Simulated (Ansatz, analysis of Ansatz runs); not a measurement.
# Reproducing a measured charge-transition level: As-vacancy pair (E centre) in Si

Subject: As-vacancy pair (E centre) in Si. Wanted: its charge-transition level, in one set-up (PBE, 64-site cell, PBE lattice, 300 eV, k: the single point 1/4 1/4 1/4 then 2x2x2 shifted 0.5 0.5 0.5). The model is a cell of 64 host atoms with 1 site emptied and As put on another atom's site. The level is the Fermi energy at which two charge states have equal formation energy, after a correction for the images of the charge. This set-up takes another basis size than the usual one.

What was measured. (0/-1) level below the conduction-band bottom: 0.47 eV, by DLTS (quoted in “E Center in Silicon Has a Donor Level in the Band Gap”, 2006, A. Nylandsted Larsen et al., quoting earlier work (2002)). The runs below try to reproduce this.

Calculated with Ansatz 0.2.0; plane-wave PAW DFT, PBE; relaxation of all atoms of a defect supercell.

### Step 1. Set-up

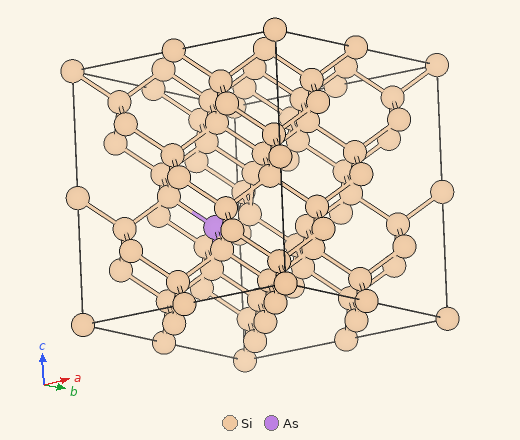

The cell as given, from a free direction (silicon light orange, arsenic purple). Bonds to atoms that aren't drawn are left out. Some periodic images of atoms are drawn too.

The cell holds 63 atoms: 62 Si and 1 As. Cell: a = 10.943 Å, b = 10.943 Å, c = 10.943 Å, α = 90.0°, β = 90.0°, γ = 90.0°. It derives from Si (space group Fd-3m). Nearest the centre at fractional (0.375, 0.375, 0.375): As4 at 2.37 Å, Si26 at 2.37 Å, Si41 at 2.37 Å, Si48 at 2.37 Å, Si5 at 3.87 Å, Si7 at 3.87 Å, Si6 at 3.87 Å, Si13 at 3.87 Å.

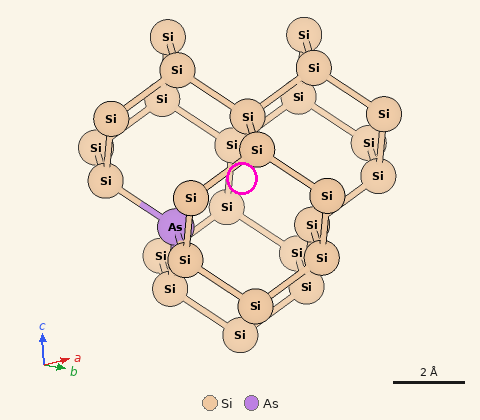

The atoms within 5 Å of the centre. A ring marks the centre wherever it is empty.

The host's primitive cell comes from a first run (plane-wave PAW DFT, PBE; relaxation of the host's cell and atoms): vectors of 3.869, 3.869 and 3.869 Å. That is 20.48 Å³ an atom, 2.3 % over the diffraction cell's volume. The supercell is built on it.

### Step 2. Relaxation, charge 0

Every later number rests on the structure around the defect, so the atoms are relaxed at the host's lattice first.

File relax0/input.yaml:

```yaml
relax:
  f_tol: 0.02
  max_steps: 80
  random_displacement: { amplitude: 0.12, seed: 110 }
crystal:
  lattice:
    - [10.94333757, 0.0, 0.0]
    - [0.0, 10.94333757, 0.0]
    - [0.0, 0.0, 10.94333757]
  atoms:
    - { symbol: Si, position: [0.0, 0.0, 0.25] }
    - { symbol: Si, position: [0.0, 0.25, 0.0] }
    - { symbol: Si, position: [0.25, 0.0, 0.0] }
    - { symbol: As, position: [0.25, 0.25, 0.25] }
    - { symbol: Si, position: [0.125, 0.125, 0.375] }
    - { symbol: Si, position: [0.125, 0.375, 0.125] }
    - { symbol: Si, position: [0.375, 0.125, 0.125] }
    - { symbol: Si, position: [0.0, 0.0, 0.75] }
    - { symbol: Si, position: [0.0, 0.25, 0.5] }
    - { symbol: Si, position: [0.25, 0.0, 0.5] }
    - { symbol: Si, position: [0.25, 0.25, 0.75] }
    - { symbol: Si, position: [0.125, 0.125, 0.875] }
    - { symbol: Si, position: [0.125, 0.375, 0.625] }
    - { symbol: Si, position: [0.375, 0.125, 0.625] }
    - { symbol: Si, position: [0.375, 0.375, 0.875] }
    - { symbol: Si, position: [0.0, 0.5, 0.25] }
    - { symbol: Si, position: [0.0, 0.75, 0.0] }
    - { symbol: Si, position: [0.25, 0.5, 0.0] }
    - { symbol: Si, position: [0.25, 0.75, 0.25] }
    - { symbol: Si, position: [0.125, 0.625, 0.375] }
    - { symbol: Si, position: [0.125, 0.875, 0.125] }
    - { symbol: Si, position: [0.375, 0.625, 0.125] }
    - { symbol: Si, position: [0.375, 0.875, 0.375] }
    - { symbol: Si, position: [0.0, 0.5, 0.75] }
    - { symbol: Si, position: [0.0, 0.75, 0.5] }
    - { symbol: Si, position: [0.25, 0.5, 0.5] }
    - { symbol: Si, position: [0.25, 0.75, 0.75] }
    - { symbol: Si, position: [0.125, 0.625, 0.875] }
    - { symbol: Si, position: [0.125, 0.875, 0.625] }
    - { symbol: Si, position: [0.375, 0.625, 0.625] }
    - { symbol: Si, position: [0.375, 0.875, 0.875] }
    - { symbol: Si, position: [0.5, 0.0, 0.25] }
    - { symbol: Si, position: [0.5, 0.25, 0.0] }
    - { symbol: Si, position: [0.75, 0.0, 0.0] }
    - { symbol: Si, position: [0.75, 0.25, 0.25] }
    - { symbol: Si, position: [0.625, 0.125, 0.375] }
    - { symbol: Si, position: [0.625, 0.375, 0.125] }
    - { symbol: Si, position: [0.875, 0.125, 0.125] }
    - { symbol: Si, position: [0.875, 0.375, 0.375] }
    - { symbol: Si, position: [0.5, 0.0, 0.75] }
    - { symbol: Si, position: [0.5, 0.25, 0.5] }
    - { symbol: Si, position: [0.75, 0.0, 0.5] }
    - { symbol: Si, position: [0.75, 0.25, 0.75] }
    - { symbol: Si, position: [0.625, 0.125, 0.875] }
    - { symbol: Si, position: [0.625, 0.375, 0.625] }
    - { symbol: Si, position: [0.875, 0.125, 0.625] }
    - { symbol: Si, position: [0.875, 0.375, 0.875] }
    - { symbol: Si, position: [0.5, 0.5, 0.25] }
    - { symbol: Si, position: [0.5, 0.75, 0.0] }
    - { symbol: Si, position: [0.75, 0.5, 0.0] }
    - { symbol: Si, position: [0.75, 0.75, 0.25] }
    - { symbol: Si, position: [0.625, 0.625, 0.375] }
    - { symbol: Si, position: [0.625, 0.875, 0.125] }
    - { symbol: Si, position: [0.875, 0.625, 0.125] }
    - { symbol: Si, position: [0.875, 0.875, 0.375] }
    - { symbol: Si, position: [0.5, 0.5, 0.75] }
    - { symbol: Si, position: [0.5, 0.75, 0.5] }
    - { symbol: Si, position: [0.75, 0.5, 0.5] }
    - { symbol: Si, position: [0.75, 0.75, 0.75] }
    - { symbol: Si, position: [0.625, 0.625, 0.875] }
    - { symbol: Si, position: [0.625, 0.875, 0.625] }
    - { symbol: Si, position: [0.875, 0.625, 0.625] }
    - { symbol: Si, position: [0.875, 0.875, 0.875] }
  host:
    repeats: [2, 2, 2]
    atoms:
      - { symbol: Si, position: [0.0, 0.0, 0.5] }
      - { symbol: Si, position: [0.0, 0.5, 0.0] }
      # ... 6 more atoms of the perfect host
basis:
  ecutwfc: 300
  xc_grid: 2
hamiltonian:
  xc: pbe
kpoints:
  mp_grid: { grid: [1, 1, 1], shift: [0.25, 0.25, 0.25] }
magnetization:
  spin_polarized: true
  initial_magnetization: 1
  spin_locking: { lock_magnetization: hard }
scf:
  occupations: { method: fermi_dirac, width: 0.01 }
  max_iter: 120
output:
  forces: true
  charged_corrections:
    epsilon: 12.99
    static_epsilon: 12.99
    defect_position: [0.3125, 0.3125, 0.3125]
checkpoint:
  write: "../relax0.run"
  compress: false
  write_wavefunctions: true
  write_every: 100000
```

On the command line:

```bash
ansatz run input.yaml --threads 2 --pin off --max-ram 4710MiB --backend cpu --events-out ev --progress --plain --runs-dir out
```

Numbers of over 12 decimals in the logs are rounded to 6 here.

The log of the run:

```text
[... repeated set-up lines and file paths are left out, and long positions are rounded to six places ...]
Warning: basis.ecutwfc = 300 eV is below the records' recommended 420 eV, and the density's cutoff is lower with it unless basis.ecutrho_ratio is high enough to keep the records' density cutoff: compare with a run at a higher cutoff
Engine: ansatz 0.2.0, aarch64-unknown-linux-gnu
Pseudopotentials: kind: paw
Pseudopotential: Si, paw, valence charge 4, recommended cutoff 420 eV (normal), Si.paw.azcp
Pseudopotential: As, paw, valence charge 15, recommended cutoff 420 eV (normal), As.paw.azcp
Functional definition: PBE
  parameter kappa = 0.804
  parameter beta = 0.066725
  exchange = pbe_x(kappa = kappa, mu = beta*pi^2/3)
  correlation = pbe_c(beta = beta)
Crystal: 63 atoms, lattice volume = 1310.537 Å³
Basis set: ecut = 300 eV, 15515 PW (Γ), exchange–correlation on 128×128×128 points (8 copies of the dense FFT grid, shifted against one another)
Bands: 195, of which v1, the nominal top of the filled ones, is band 132 counted from 1 (131 counted from 0)
Symmetry: 1 space group operations
k-points: 1
Non-local potential: Si, projectors of the file, l = 0: 2, l = 1: 2, l = 2: 2
Non-local potential: As, projectors of the file, l = 0: 2, l = 1: 2, l = 2: 3, l = 3: 1
PAW form: soft (Blöchl's): semilocal exchange-correlation on the pseudo side does not see the compensation charge
PAW one-centre angular grid: Si, 110 points (default); XC on 64 Gauss nodes
PAW one-centre angular grid: As, 590 points (default); XC on 64 Gauss nodes
Initial density: superposition of atomic densities (chi_scale 0.1, normalization cell)
Starting moments: Σ|m| = 1 μB on 63 of 63 sites
Initial wavefunctions: pseudopotential atomic-orbital guess
Functional: x = pbe(κ = 0.804, μ = 0.219515), c = pbe(β = 0.066725)
SCF iter   1: F=—  HF=-44271.250518 eV  |F-HF|=—  |Δ(HF+E_count)|=         —  Δρ=2.23e-2 (↑2.22e-2 ↓2.23e-2)  dr2=2.47e1  dr2_m=1.57e-2  M=1.000 μB ∫|m|=1.000 μB  β_m=0.30  ethr=3.10e-3  ⟨swp⟩=6.0  Hψ=1790  notcnv=0  defer=54
preconditioner: auto → Resta (q_TF=auto, 2.088 Å⁻¹)  ε∞=5.3  [insulator: Δε(μ)=0.049 eV  Ē_g=7.842 eV  σ=0.010 eV  W_gap=0.84  n_scr=202 (ndim 8)  ℏωp=16.3 eV  f_vac=0.000  D(μ)=14.77/eV (n_scr^D=80)  ε∞_Penn≈5.3]
spin=Collinear: Resta preconditioning applied to the charge; magnetization (m = ρ↑ − ρ↓) channel mixes plain (no charge-response kernel on spin).
SCF iter   2: F=—  HF=-44268.775049 eV  |F-HF|=—  |Δ(HF+E_count)|=    2.48e0  Δρ=1.66e-2 (↑1.66e-2 ↓1.66e-2)  dr2=1.36e1  dr2_m=1.20e-2  M=1.000 μB ∫|m|=1.004 μB  β_m=0.65  ethr=3.10e-3  ⟨swp⟩=1.0  Hψ=450  notcnv=0  defer=69
SCF iter   3: F=—  HF=-44266.211872 eV  |F-HF|=—  |Δ(HF+E_count)|=    2.56e0  Δρ=4.85e-3 (↑4.85e-3 ↓2.49e-3)  dr2=3.17e0  dr2_m=2.71e-2  M=1.000 μB ∫|m|=1.092 μB  β_m=0.55  ethr=3.10e-3  ⟨swp⟩=3.0  Hψ=497  notcnv=0  defer=69
SCF iter   4: F=—  HF=-44265.859111 eV  |F-HF|=—  |Δ(HF+E_count)|=   3.53e-1  Δρ=1.39e-3 (↑1.39e-3 ↓1.12e-3)  dr2=1.34e-1  dr2_m=1.54e-3  M=1.000 μB ∫|m|=1.094 μB  β_m=0.70  ethr=1.21e-3  ⟨swp⟩=2.5  Hψ=456  notcnv=0  defer=114
SCF iter   5: F=—  HF=-44265.916671 eV  |F-HF|=—  |Δ(HF+E_count)|=   5.76e-2  Δρ=1.62e-3 (↑1.62e-3 ↓6.40e-4)  dr2=2.33e-1  dr2_m=4.61e-3  M=1.000 μB ∫|m|=1.124 μB  β_m=0.70  ethr=5.10e-5  ⟨swp⟩=3.0  Hψ=431  notcnv=0  defer=114
SCF iter   6: F=—  HF=-44265.920227 eV  |F-HF|=—  |Δ(HF+E_count)|=   3.56e-3  Δρ=7.93e-4 (↑7.93e-4 ↓2.91e-4)  dr2=4.27e-2  dr2_m=1.53e-3  M=1.000 μB ∫|m|=1.119 μB  β_m=0.73  ethr=5.10e-5  ⟨swp⟩=3.0  Hψ=423  notcnv=0  defer=114
SCF iter   7: F=—  HF=-44265.925788 eV  |F-HF|=—  |Δ(HF+E_count)|=   5.56e-3  Δρ=2.71e-4 (↑2.71e-4 ↓1.20e-4)  dr2=3.07e-3  dr2_m=2.96e-4  M=1.000 μB ∫|m|=1.117 μB  β_m=0.85  ethr=1.62e-5  ⟨swp⟩=3.0  Hψ=482  notcnv=0  defer=114
SCF iter   8: F=—  HF=-44265.927751 eV  |F-HF|=—  |Δ(HF+E_count)|=   1.96e-3  Δρ=1.68e-4 (↑1.68e-4 ↓6.09e-5)  dr2=7.32e-4  dr2_m=1.45e-4  M=1.000 μB ∫|m|=1.123 μB  β_m=0.92  ethr=1.17e-6  ⟨swp⟩=2.5  Hψ=591  notcnv=0  defer=114
SCF iter   9: F=—  HF=-44265.928297 eV  |F-HF|=—  |Δ(HF+E_count)|=   5.46e-4  Δρ=1.10e-4 (↑1.10e-4 ↓3.68e-5)  dr2=3.32e-4  dr2_m=6.10e-5  M=1.000 μB ∫|m|=1.127 μB  β_m=0.96  ethr=2.78e-7  ⟨swp⟩=2.5  Hψ=516  notcnv=0  defer=114
SCF iter  10: F=—  HF=-44265.928575 eV  |F-HF|=—  |Δ(HF+E_count)|=   2.78e-4  Δρ=4.77e-5 (↑4.77e-5 ↓1.71e-5)  dr2=8.82e-5  dr2_m=1.08e-5  M=1.000 μB ∫|m|=1.132 μB  β_m=0.98  ethr=1.26e-7  ⟨swp⟩=2.5  Hψ=540  notcnv=0  defer=114
SCF iter  11: F=—  HF=-44265.928633 eV  |F-HF|=—  |Δ(HF+E_count)|=   5.80e-5  Δρ=3.38e-5 (↑3.38e-5 ↓8.23e-6)  dr2=5.03e-5  dr2_m=4.53e-6  M=1.000 μB ∫|m|=1.136 μB  β_m=0.99  ethr=3.35e-8  ⟨swp⟩=3.0  Hψ=646  notcnv=0  defer=114
SCF iter  12: F=—  HF=-44265.928639 eV  |F-HF|=—  |Δ(HF+E_count)|=   5.89e-6  Δρ=3.37e-5 (↑3.37e-5 ↓5.72e-6)  dr2=4.55e-5  dr2_m=4.56e-6  M=1.000 μB ∫|m|=1.136 μB  β_m=1.00  ethr=1.91e-8  ⟨swp⟩=2.0  Hψ=539  notcnv=0  defer=114
SCF iter  13: F=—  HF=-44265.928662 eV  |F-HF|=—  |Δ(HF+E_count)|=   2.31e-5  Δρ=3.48e-5 (↑3.48e-5 ↓6.44e-6)  dr2=4.72e-5  dr2_m=4.93e-6  M=1.000 μB ∫|m|=1.138 μB  β_m=1.00  ethr=1.73e-8  ⟨swp⟩=3.5  Hψ=677  notcnv=0  defer=114
[...]
relax step   8: F+E_penalty+E_count = -44272.65220281 eV  Δ(F+E_penalty+E_count) = -3.028e-5 eV  max|allowed force component| = 4.443e-3 eV/Å  Δτ_max = 0.0022 Å  (7 SCF iters, accepted)
relax step   9: F+E_penalty+E_count = -44272.65224319 eV  Δ(F+E_penalty+E_count) = -4.038e-5 eV  max|allowed force component| = 5.213e-3 eV/Å  Δτ_max = 0.0037 Å  (8 SCF iters, accepted)
relax step  10: F+E_penalty+E_count = -44272.65246330 eV  Δ(F+E_penalty+E_count) = -2.201e-4 eV  max|allowed force component| = 2.100e-2 eV/Å  Δτ_max = 0.0283 Å  (10 SCF iters, accepted)
relax step  11: F+E_penalty+E_count = -44272.65275377 eV  Δ(F+E_penalty+E_count) = -2.905e-4 eV  max|allowed force component| = 2.744e-2 eV/Å  Δτ_max = 0.0096 Å  (9 SCF iters, dr2 threshold 4.41e-7 eV, accepted)
relax step  12: F+E_penalty+E_count = -44272.54001461 eV  Δ(F+E_penalty+E_count) = +1.127e-1 eV  max|allowed force component| = 4.278e-1 eV/Å  Δτ_max = 0.1963 Å  (10 SCF iters, dr2 threshold 7.53e-7 eV, rejected (line search))
relax step  13: F+E_penalty+E_count = -44272.64859800 eV  Δ(F+E_penalty+E_count) = +4.156e-3 eV  max|allowed force component| = 8.902e-2 eV/Å  Δτ_max = 0.0714 Å  (11 SCF iters, rejected (line search))
relax step  14: F+E_penalty+E_count = -44272.65478496 eV  Δ(F+E_penalty+E_count) = -2.031e-3 eV  max|allowed force component| = 2.439e-2 eV/Å  Δτ_max = 0.0350 Å  (10 SCF iters, accepted)
relax step  15: F+E_penalty+E_count = -44272.65544438 eV  Δ(F+E_penalty+E_count) = -6.594e-4 eV  max|allowed force component| = 1.788e-2 eV/Å  Δτ_max = 0.0246 Å  (9 SCF iters, dr2 threshold 4.70e-7 eV, accepted)
relax step  16: F+E_penalty+E_count = -44272.65544438 eV  Δ(F+E_penalty+E_count) = -3.754e-9 eV  max|allowed force component| = 1.787e-2 eV/Å  Δτ_max = 0.0000 Å  (3 SCF iters, accepted)
[...]
relax step  17: F+E_penalty+E_count = -44272.65572585 eV  Δ(F+E_penalty+E_count) = -2.815e-4 eV  max|allowed force component| = 7.194e-3 eV/Å  Δτ_max = 0.0099 Å  (9 SCF iters, accepted)
NSCF: frozen V_eff on 1 k-points
the band table was solved once a step of the walk had ended and its energy, with any forces and stress, was formed, with the checks that follow a solve (1958 applications of the Hamiltonian). They found nothing against the state; [...]
SCF converged after 9 iterations
Stability checked in part: among states of this total moment the steps that led to this state did not find it unstable. No probe was made; neither looks for a lower state of another moment (fixed_total_moment; see scf.lower_state_search)
Magnetization: 1.0000 μB (132.0000 up, 131.0000 down)
Absolute magnetization: 1.1493 μB (∫|ρ↑−ρ↓|, with the PAW one-centre terms)
Spin contamination: 0.0047 ħ² per cell (⟨S²⟩ above its minimum at these occupations)
Per-site moments (μB) at R_I (Å): [(0.00142475, 0.975411), (-0.000117343, 0.975065), (-0.000146028, 0.975120), [... 60 left out ...]
Free energy (F): -44272.655726 eV
Harris-Foulkes:  -44272.655726 eV  (|F-HF|=7.79e-10)
Internal energy: -44272.655710 eV  (E = F + TS)
E sigma→0 (E₀):  -44272.655718 eV
Entropy (-TS):   -0.000015 eV (-0.000 meV/atom)
Fermi energy:    6.300492 (↑ 6.300504, ↓ 5.979718) eV
--- Per-component energies (eV) ---
  E_band       = -59.132529
  E_kinetic    = 2569.216154
  E_local      = -4555.407229  (includes V_loc(G=0)·N_el)
  E_nonlocal   = 934.632973
  E_hartree    = 1936.165618
  E_xc         = -3486.609463
  E_vxc        = -2958.140258  (∫ρ·V_xc dr)
  E_paw        = -33625.836660  (= ΣΔE_a)
  E_vpaw       = 78.233662  (= ΣTr[D̂ρ^β])
  E_aug_tail   = 0.001380  (compensation charges beyond the density's cutoff)
  E_ewald      = -8044.818484
  E_smearing   = -0.000015  (= −TS)
  E_closure    = 0.000000  (closes the sum)
  Σ components = -44272.655726   (vs F -44272.655726, Δ=0.00e0)
--- Forces (eV/Å), atoms counted from 1 ---
  atom   1  Si     0.00235872    -0.00119981    -0.00138727
  atom   2  Si     0.00184945    -0.00058869     0.00136119
  [... 1 atom left out ...]
  atom   4  As    -0.00532125     0.00281855     0.00399269
  atom   5  Si     0.00256045     0.00355351    -0.00233944
  atom   6  Si     0.00174779    -0.00076551     0.00379093
  atom   7  Si     0.00452778    -0.00062585    -0.00083841
  [... 5 atoms left out ...]
  atom  13  Si     0.00151697    -0.00043629    -0.00218329
  [... 2 atoms left out ...]
  atom  16  Si    -0.00187707     0.00004087    -0.00260697
  [... 5 atoms left out ...]
  atom  22  Si     0.00119075    -0.00434035     0.00320067
  [... 3 atoms left out ...]
  atom  26  Si    -0.00715332     0.00054514     0.00118637
  [... 14 atoms left out ...]
  atom  41  Si     0.00452494    -0.00355710    -0.00126860
  [... 6 atoms left out ...]
  atom  48  Si     0.00719486     0.00248911    -0.00654778
  [... 15 atoms left out ...]
  max |Σ_I F_I| component: 2.44e-5 eV/Å
--- Band table (eV) ---
  k-point 0 ↑: bands = ["-29.4568", "-29.4561", "-29.4358", "-29.4356", [... 187 left out ...] "9.8119", "10.0116", "10.0400", "10.0553"]
  k-point 0 ↓: bands = ["-29.4570", "-29.4562", "-29.4362", "-29.4356", [... 187 left out ...] "9.8293", "10.0194", "10.0588", "10.0633"]
--- Relaxed structure (17 steps of the walk, 15 accepted, 0 SCFs on fresh bases) ---
  F+E_penalty+E_count = -44272.65572585 eV   max|allowed force component| = 7.194e-3 eV/Å
  atoms:
    - { symbol: Si, position: [0.001027, -7.97284583468199e-5, 0.249223] }
    - { symbol: Si, position: [5.1403143119814525e-5, 0.248224, 0.000775] }
    [... 1 atom left out ...]
    - { symbol: As, position: [0.267883, 0.266515, 0.265629] }
    - { symbol: Si, position: [0.127611, 0.126283, 0.370464] }
    - { symbol: Si, position: [0.127482, 0.370372, 0.125853] }
    - { symbol: Si, position: [0.371648, 0.126194, 0.125903] }
    [... 5 atoms left out ...]
    - { symbol: Si, position: [0.129218, 0.372663, 0.623348] }
    [... 2 atoms left out ...]
    - { symbol: Si, position: [0.003013, 0.497132, 0.250102] }
    [... 5 atoms left out ...]
    - { symbol: Si, position: [0.377146, 0.622916, 0.125854] }
    [... 3 atoms left out ...]
    - { symbol: Si, position: [0.265267, 0.488082, 0.499752] }
    [... 14 atoms left out ...]
    - { symbol: Si, position: [0.489113, 0.263816, 0.499876] }
    [... 6 atoms left out ...]
    - { symbol: Si, position: [0.496542, 0.495639, 0.254648] }
    [... 15 atoms left out ...]
```

Elapsed: 7.7 min, on 2 threads of Arm Neoverse V2, shared host; peak memory 1.8 GiB.

[end of part 1 of 3]

[Logs are printed without paths, hosts, clocks, repeated set-up lines and the standing remarks that a program may print on its own settings, such as how far it seeks lower states.]

[Hosts, paths, dates, database ids (printed as entryN), source tags and the programs' standing remarks are cut or masked in the printed files.]

[For some hosts the program warned that the k-mesh of the response run may be too coarse for force constants and the static dielectric constant; such warnings are not shown here.]
